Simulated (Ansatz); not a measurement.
**Geometry relaxation, with input and output: B3N2 (part 3 of 3)**

Continued. System: B3N2 (5 atoms in the cell). Method: DFT PBE, scalar-relativistic, plane waves, PAW, no spin polarisation (Ansatz 0.2.0); cutoff 420 eV, 12×12×12 k-mesh, Gaussian smearing of 0.1 eV. The structure was made by a generator, so it may or may not be a known phase.

Geometry of the input (Å; fractional positions):
```
1.9834  1.1451  3.9188
-1.9834  1.1451  3.9188
0.0000  -2.2902  3.9188
B  -0.0000  0.2770  0.7230
B  0.7230  0.0000  0.2770
B  0.2770  0.7230  0.0000
N  0.3334  0.3334  0.3334
N  0.6666  0.6666  0.6666
```

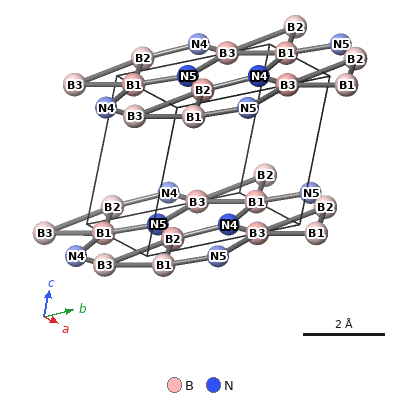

The geometry at step 7 of the log (ball-and-stick view of the reduced cell, seen slightly off an axis; neighbours outside the cell are drawn fainter; atoms are numbered from 1 in the order of the input).

## Output, continued
```
SCF iter   1: F=—  HF=-1237.153130 eV  |F-HF|=—  |Δ(HF+E_count)|=         —  Δρ=5.70e-4  dr2=3.23e-4  ethr=2.42e-6  ⟨swp⟩=2.4  Hψ=21081  notcnv=0
preconditioner: auto → LDOS  [metal: Δε(μ)=0.014 eV  Ē_g=13.482 eV  σ=0.100 eV  W_gap=0.08  n_scr=14 (ndim 8)  ℏωp=21.5 eV  f_vac=0.177  D(μ)=1.33/eV (n_scr^D=8)  β→1.0]
SCF iter   2: F=—  HF=-1237.153044 eV  |F-HF|=—  |Δ(HF+E_count)|=   8.54e-5  Δρ=2.79e-4  dr2=2.89e-5  ethr=1.70e-6  ⟨swp⟩=2.0  Hψ=4385  notcnv=0
SCF iter   3: F=—  HF=-1237.153065 eV  |F-HF|=—  |Δ(HF+E_count)|=   2.10e-5  Δρ=1.27e-4  dr2=8.61e-6  ethr=1.52e-7  ⟨swp⟩=2.0  Hψ=4447  notcnv=0
SCF iter   4: F=—  HF=-1237.153067 eV  |F-HF|=—  |Δ(HF+E_count)|=   1.45e-6  Δρ=2.04e-5  dr2=2.67e-7  ethr=4.53e-8  ⟨swp⟩=2.1  Hψ=4520  notcnv=0
SCF iter   5: F=—  HF=-1237.153067 eV  |F-HF|=—  |Δ(HF+E_count)|=   1.87e-8  Δρ=4.57e-6  dr2=1.22e-8  ethr=1.41e-9  ⟨swp⟩=2.3  Hψ=4527  notcnv=0
SCF iter   6: F=-1237.153067 eV  HF=-1237.153067 eV  |F-HF|=1.19e-10  |Δ(HF+E_count)|=   1.26e-8  Δρ=8.16e-7  dr2=2.39e-10  ethr=3.82e-11  ⟨swp⟩=8.1  Hψ=15942  notcnv=0
SCF 14 converged in 6 iterations: F = -1237.153067 eV  dr2 = 2.39e-10
relax step  14: F+E_penalty+E_count = -1237.15306673 eV  Δ(F+E_penalty+E_count) = +9.688e-4 eV  max|allowed force component| = 3.035e-4 eV/Å  Δτ_max = 0.0001 Å  P = -0.001 GPa  Ω = 56.578 Å³  energy of the carried Pulay correction = -1.032e-3 eV  (6 SCF iters, dr2 threshold 7.26e-9 eV, accepted)
iter 1 solved again at ethr=3.61e-8 eV; its pass at ethr=3.10e-3 eV (dr2=6.86e-6 eV) is discarded
SCF iter   1: F=—  HF=-1237.154105 eV  |F-HF|=—  |Δ(HF+E_count)|=         —  Δρ=3.96e-5  dr2=1.18e-7  ethr=3.61e-8  ⟨swp⟩=3.6  Hψ=26134  notcnv=0
preconditioner: auto → LDOS  [metal: Δε(μ)=0.013 eV  Ē_g=13.488 eV  σ=0.100 eV  W_gap=0.07  n_scr=14 (ndim 8)  ℏωp=21.5 eV  f_vac=0.174  D(μ)=1.33/eV (n_scr^D=8)  β→1.0]
SCF iter   2: F=—  HF=-1237.154120 eV  |F-HF|=—  |Δ(HF+E_count)|=   1.48e-5  Δρ=1.10e-5  dr2=5.01e-8  ethr=6.21e-10  ⟨swp⟩=2.1  Hψ=4645  notcnv=0
SCF iter   3: F=—  HF=-1237.154120 eV  |F-HF|=—  |Δ(HF+E_count)|=   1.33e-8  Δρ=2.50e-6  dr2=1.31e-9  ethr=2.64e-10  ⟨swp⟩=2.0  Hψ=4510  notcnv=0
SCF iter   4: F=-1237.154120 eV  HF=-1237.154120 eV  |F-HF|=4.68e-11  |Δ(HF+E_count)|=   2.03e-9  Δρ=2.97e-7  dr2=1.49e-11  ethr=1.00e-12  ⟨swp⟩=5.4  Hψ=15230  notcnv=0
SCF 15 converged in 4 iterations: F = -1237.154120 eV  dr2 = 1.49e-11
relax step  15: F+E_penalty+E_count = -1237.15412011 eV  Δ(F+E_penalty+E_count) = -1.053e-3 eV  max|allowed force component| = 3.092e-4 eV/Å  Δτ_max = 0.0000 Å  P = +0.006 GPa  Ω = 56.578 Å³  stress off target by 3.79e-2 GPa  SCF on the basis re-selected at this cell (its energy is not comparable with the rows above)  (4 SCF iters)
basis re-selected at this cell: Δ(F+E_penalty+E_count) = -1.053e-3 eV, ΔP = +0.007 GPa vs the last step (what re-selecting the basis moved, of the pressure what is left beyond the Pulay correction that the steps carried, after the strain that the cell walked since its last selection, with what the two solves' SCF thresholds leave and, on support functions, any second-order correction that the steps lacked; it is no measure of the basis error at this ecutwfc). This SCF's stress stands 3.79e-2 GPa from its target on what of the cell is left free (relax.cell.stress_tol is 5.00e-2 GPa) and its largest allowed force component is 3.09e-4 eV/Å (relax.f_tol is 1.00e-2 eV/Å): within both
SCF converged after 4 iterations
Free energy (F): -1237.154120 eV
Harris-Foulkes:  -1237.154120 eV  (|F-HF|=4.68e-11)
Internal energy: -1237.147469 eV  (E = F + TS)
E sigma→0 (E₀):  -1237.150795 eV
Entropy (-TS):   -0.006651 eV (-1.330 meV/atom)
Fermi energy:    4.779121 eV
--- Per-component energies (eV) ---
  E_band       = -78.431588
  E_kinetic    = 411.864886
  E_local      = -1039.997999  (includes V_loc(G=0)·N_el)
  E_nonlocal   = 126.704927
  E_hartree    = 367.447702
  E_xc         = -214.276171
  E_vxc        = -263.988602  (∫ρ·V_xc dr)
  E_paw        = -491.804768  (= ΣΔE_a)
  E_vpaw       = -47.910448  (= ΣTr[D̂ρ^β])
  E_aug_tail   = 0.000203  (compensation charges beyond the density's cutoff)
  E_ewald      = -397.086249
  E_smearing   = -0.006651  (= −TS)
  E_closure    = -0.000000  (closes the sum)
  Σ components = -1237.154120   (vs F -1237.154120, Δ=0.00e0)
--- Forces (eV/Å), atoms counted from 1 ---
  atom   1  B     -0.00001719     0.00002977     0.00000000
  atom   2  B     -0.00001719    -0.00002977    -0.00000000
  atom   3  B      0.00003437    -0.00000000     0.00000000
  atom   4  N     -0.00000000    -0.00000000     0.00030922
  atom   5  N     -0.00000000     0.00000000    -0.00030922
  max |Σ_I F_I| component: 9.60e-17 eV/Å
--- Stress (GPa, compression-positive) ---
       -0.009625      -0.000000      -0.000000
       -0.000000      -0.009625      -0.000000
       -0.000000      -0.000000       0.037852
  P = ⅓ Tr σ = 0.0062 GPa (0.062 kbar)
--- Band table (eV; the first three rows and the last of 189) ---
  k-point 0: bands = ["-15.1687", "-10.3808", "-5.3903", "-5.3903", "-3.1606", "-2.1917", "-2.1917", "-2.1849", "3.1443", "7.6908", "8.4030", "8.4030", "8.7820", "10.5236", "10.5236"]
  k-point 1: bands = ["-15.1211", "-10.5339", "-5.4593", "-5.2689", "-3.4914", "-2.1217", "-2.0803", "-1.7072", "3.0213", "7.5620", "7.7919", "8.4216", "9.5009", "10.2654", "10.3611"]
  k-point 2: bands = ["-14.9804", "-10.9315", "-5.6450", "-5.1184", "-3.6757", "-1.9339", "-1.7816", "-0.9418", "2.6794", "6.6218", "7.9424", "8.4336", "9.6276", "9.9652", "10.3308"]
  k-point 188: bands = ["-15.1313", "-10.3874", "-5.3993", "-5.3993", "-3.0975", "-2.8131", "-2.2083", "-2.2083", "3.2262", "8.0122", "8.6725", "8.6725", "10.4178", "10.4178", "12.9251"]
--- Relaxed structure (10 steps of the walk, 10 accepted, 5 SCFs on fresh bases) ---
  F+E_penalty+E_count = -1237.15412011 eV   max|allowed force component| = 3.092e-4 eV/Å   (the final SCF, on the basis selected at the relaxed cell)
  cell:  # Å, volume = 56.5776 Å³
    - [1.9832422179430307, 1.145025428379979, 4.152434145477943]
    - [-1.9832422179430307, 1.145025428379979, 4.152434145477943]
    - [-1.8003635855936844e-33, -2.2900508568129383, 4.152434145463334]
  atoms:
    - { symbol: B, position: [5.551115123125783e-17, 0.2770275074794715, 0.7229724925205285] }
    - { symbol: B, position: [0.7229724925205288, -5.551115123125783e-17, 0.27702750747947147] }
    - { symbol: B, position: [0.27702750747947147, 0.7229724925205288, 5.551115123125783e-17] }
    - { symbol: N, position: [0.3333924672210751, 0.3333924672210751, 0.33339246722107513] }
    - { symbol: N, position: [0.6666075327789249, 0.6666075327789249, 0.6666075327789248] }
```

## Trajectory as extended XYZ (Å, eV, eV/Å), 15 frames, from step=1 to step=15
```
5
Lattice="1.9834 1.1451 3.9188 -1.9834 1.1451 3.9188 0.0000 -2.2902 3.9188" Properties=species:S:1:pos:R:3:forces:R:3 step=1 energy=-1237.15139 pressure_GPa=0.04
B    -0.5495   -1.3385    3.9188    0.0004  -0.0008   0.0000
B     1.4339    0.1934    3.9188    0.0004   0.0008   0.0000
B    -0.8844    1.1451    3.9188   -0.0009   0.0000   0.0000
N     0.0000    0.0000    3.9202    0.0000   0.0000  -0.0029
N     0.0000    0.0000    7.8363    0.0000   0.0000   0.0029
5
Lattice="1.9833 1.1450 3.9439 -1.9833 1.1450 3.9439 0.0000 -2.2901 3.9439" Properties=species:S:1:pos:R:3:forces:R:3 step=2 energy=-1237.15082 pressure_GPa=0.03
B    -0.5494   -1.3384    3.9439    0.0006  -0.0010   0.0000
B     1.4338    0.1934    3.9439    0.0006   0.0010   0.0000
B    -0.8844    1.1450    3.9439   -0.0012   0.0000   0.0000
N     0.0000    0.0000    3.9450    0.0000   0.0000  -0.0015
N     0.0000    0.0000    7.8867    0.0000   0.0000   0.0015
5
Lattice="1.9831 1.1449 3.9899 -1.9831 1.1449 3.9899 0.0000 -2.2898 3.9899" Properties=species:S:1:pos:R:3:forces:R:3 step=3 energy=-1237.14923 pressure_GPa=-0.00
B    -0.5493   -1.3384    3.9899    0.0003  -0.0006   0.0000
B     1.4337    0.1935    3.9899    0.0003   0.0006   0.0000
B    -0.8844    1.1449    3.9899   -0.0006   0.0000   0.0000
N     0.0000    0.0000    3.9906    0.0000   0.0000   0.0006
N     0.0000    0.0000    7.9791    0.0000   0.0000  -0.0006
5
Lattice="1.9831 1.1449 3.9899 -1.9831 1.1449 3.9899 0.0000 -2.2898 3.9899" Properties=species:S:1:pos:R:3:forces:R:3 step=4 energy=-1237.15274 pressure_GPa=0.09
B    -0.5493   -1.3384    3.9899    0.0003  -0.0006   0.0000
B     1.4337    0.1935    3.9899    0.0003   0.0006   0.0000
B    -0.8844    1.1449    3.9899   -0.0007   0.0000   0.0000
N     0.0000    0.0000    3.9906    0.0000   0.0000   0.0006
N     0.0000    0.0000    7.9791    0.0000   0.0000  -0.0006
5
Lattice="1.9830 1.1449 4.0343 -1.9830 1.1449 4.0343 0.0000 -2.2898 4.0343" Properties=species:S:1:pos:R:3:forces:R:3 step=5 energy=-1237.15127 pressure_GPa=0.03
B    -0.5493   -1.3384    4.0343   -0.0004   0.0006   0.0000
B     1.4337    0.1935    4.0343   -0.0004  -0.0006   0.0000
B    -0.8845    1.1449    4.0343    0.0007   0.0000   0.0000
N     0.0000    0.0000    4.0348    0.0000   0.0000   0.0014
N     0.0000    0.0000    8.0680    0.0000   0.0000  -0.0014
5
Lattice="1.9831 1.1449 4.0411 -1.9831 1.1449 4.0411 0.0000 -2.2898 4.0411" Properties=species:S:1:pos:R:3:forces:R:3 step=6 energy=-1237.15098 pressure_GPa=0.01
B    -0.5493   -1.3384    4.0411   -0.0004   0.0007   0.0000
B     1.4338    0.1935    4.0411   -0.0004  -0.0007   0.0000
B    -0.8845    1.1449    4.0411    0.0008   0.0000   0.0000
N     0.0000    0.0000    4.0417    0.0000   0.0000   0.0008
N     0.0000    0.0000    8.0814    0.0000   0.0000  -0.0008
5
Lattice="1.9831 1.1449 4.0411 -1.9831 1.1449 4.0411 0.0000 -2.2898 4.0411" Properties=species:S:1:pos:R:3:forces:R:3 step=7 energy=-1237.15339 pressure_GPa=0.07
B    -0.5493   -1.3384    4.0411   -0.0004   0.0007   0.0000
B     1.4338    0.1935    4.0411   -0.0004  -0.0007   0.0000
B    -0.8845    1.1449    4.0411    0.0008   0.0000   0.0000
N     0.0000    0.0000    4.0417    0.0000   0.0000   0.0008
N     0.0000    0.0000    8.0814    0.0000   0.0000  -0.0008
5
Lattice="1.9832 1.1450 4.0750 -1.9832 1.1450 4.0750 0.0000 -2.2900 4.0750" Properties=species:S:1:pos:R:3:forces:R:3 step=8 energy=-1237.15217 pressure_GPa=0.02
B    -0.5494   -1.3384    4.0750   -0.0002   0.0003   0.0000
B     1.4338    0.1934    4.0750   -0.0002  -0.0003   0.0000
B    -0.8844    1.1450    4.0750    0.0004   0.0000   0.0000
N     0.0000    0.0000    4.0761    0.0000   0.0000  -0.0012
N     0.0000    0.0000    8.1490    0.0000   0.0000   0.0012
5
Lattice="1.9832 1.1450 4.0890 -1.9832 1.1450 4.0890 0.0000 -2.2900 4.0890" Properties=species:S:1:pos:R:3:forces:R:3 step=9 energy=-1237.15158 pressure_GPa=-0.00
B    -0.5494   -1.3384    4.0890    0.0001  -0.0002   0.0000
B     1.4338    0.1934    4.0890    0.0001   0.0002   0.0000
B    -0.8844    1.1450    4.0890   -0.0002   0.0000   0.0000
N     0.0000    0.0000    4.0900    0.0000   0.0000  -0.0010
N     0.0000    0.0000    8.1770    0.0000   0.0000   0.0010
5
Lattice="1.9832 1.1450 4.0890 -1.9832 1.1450 4.0890 0.0000 -2.2900 4.0890" Properties=species:S:1:pos:R:3:forces:R:3 step=10 energy=-1237.15378 pressure_GPa=0.03
B    -0.5494   -1.3384    4.0890    0.0001  -0.0002   0.0000
B     1.4338    0.1934    4.0890    0.0001   0.0002   0.0000
B    -0.8844    1.1450    4.0890   -0.0003   0.0000   0.0000
N     0.0000    0.0000    4.0900    0.0000   0.0000  -0.0009
N     0.0000    0.0000    8.1770    0.0000   0.0000   0.0009
5
Lattice="1.9832 1.1450 4.1195 -1.9832 1.1450 4.1195 0.0000 -2.2900 4.1195" Properties=species:S:1:pos:R:3:forces:R:3 step=11 energy=-1237.15262 pressure_GPa=0.01
B    -0.5494   -1.3384    4.1195    0.0004  -0.0007   0.0000
B     1.4338    0.1934    4.1195    0.0004   0.0007   0.0000
B    -0.8844    1.1450    4.1195   -0.0008   0.0000   0.0000
N     0.0000    0.0000    4.1203    0.0000   0.0000  -0.0003
N     0.0000    0.0000    8.2381    0.0000   0.0000   0.0003
5
Lattice="1.9832 1.1450 4.1275 -1.9832 1.1450 4.1275 0.0000 -2.2901 4.1275" Properties=species:S:1:pos:R:3:forces:R:3 step=12 energy=-1237.15228 pressure_GPa=0.00
B    -0.5494   -1.3384    4.1275    0.0003  -0.0005   0.0000
B     1.4338    0.1934    4.1275    0.0003   0.0005   0.0000
B    -0.8844    1.1450    4.1275   -0.0006   0.0000   0.0000
N     0.0000    0.0000    4.1283    0.0000   0.0000  -0.0001
N     0.0000    0.0000    8.2542    0.0000   0.0000   0.0001
5
Lattice="1.9832 1.1450 4.1275 -1.9832 1.1450 4.1275 0.0000 -2.2901 4.1275" Properties=species:S:1:pos:R:3:forces:R:3 step=13 energy=-1237.15404 pressure_GPa=0.01
B    -0.5494   -1.3384    4.1275    0.0003  -0.0005   0.0000
B     1.4338    0.1934    4.1275    0.0003   0.0005   0.0000
B    -0.8844    1.1450    4.1275   -0.0006   0.0000   0.0000
N     0.0000    0.0000    4.1283    0.0000   0.0000  -0.0001
N     0.0000    0.0000    8.2542    0.0000   0.0000   0.0001
5
Lattice="1.9832 1.1450 4.1524 -1.9832 1.1450 4.1524 0.0000 -2.2901 4.1524" Properties=species:S:1:pos:R:3:forces:R:3 step=14 energy=-1237.15307 pressure_GPa=-0.00
B    -0.5494   -1.3384    4.1524    0.0000   0.0001   0.0000
B     1.4338    0.1934    4.1524    0.0000  -0.0001   0.0000
B    -0.8844    1.1450    4.1524    0.0001   0.0000   0.0000
N     0.0000    0.0000    4.1532    0.0000   0.0000   0.0003
N     0.0000    0.0000    8.3041    0.0000   0.0000  -0.0003
5
Lattice="1.9832 1.1450 4.1524 -1.9832 1.1450 4.1524 0.0000 -2.2901 4.1524" Properties=species:S:1:pos:R:3:forces:R:3 step=15 energy=-1237.15412 pressure_GPa=0.01
B    -0.5494   -1.3384    4.1524    0.0000   0.0000   0.0000
B     1.4338    0.1934    4.1524    0.0000   0.0000   0.0000
B    -0.8844    1.1450    4.1524    0.0000   0.0000   0.0000
N     0.0000    0.0000    4.1532    0.0000   0.0000   0.0003
N     0.0000    0.0000    8.3041    0.0000   0.0000  -0.0003
```

## Results in brief

```json
{"quantity": "outcome", "value": "converged"}
{"quantity": "space group (tolerance 0.01 Å)", "value": "R32 (155)"}
{"quantity": "electrons treated", "value": "19"}
{"quantity": "free energy", "value": "−1237.1541 eV"}
{"quantity": "Fermi energy", "value": "4.779 eV"}
{"quantity": "gap on the k-point mesh", "value": "none (metallic)"}
{"quantity": "pressure", "value": "0.01 GPa"}
{"quantity": "final volume", "value": "56.58 Å³"}
{"quantity": "largest force (length of the vector) at the end", "value": "under 0.001 eV/Å"}
{"quantity": "final cell", "value": "a = 4.742 Å, b = 4.742 Å, c = 4.742 Å, α = 49.45°, β = 49.45°, γ = 49.45°"}
{"quantity": "hardware", "value": "1 thread of Intel Xeon @ 2.50GHz (Skylake/Cascade Lake), 189 GiB of memory available, shared host"}
{"quantity": "wall time", "value": "9.3 min"}
{"quantity": "peak memory", "value": "0.56 GiB"}
```

## Notes

The cell holds an odd number of electrons but the run has no spin polarisation, so a band is left half filled.
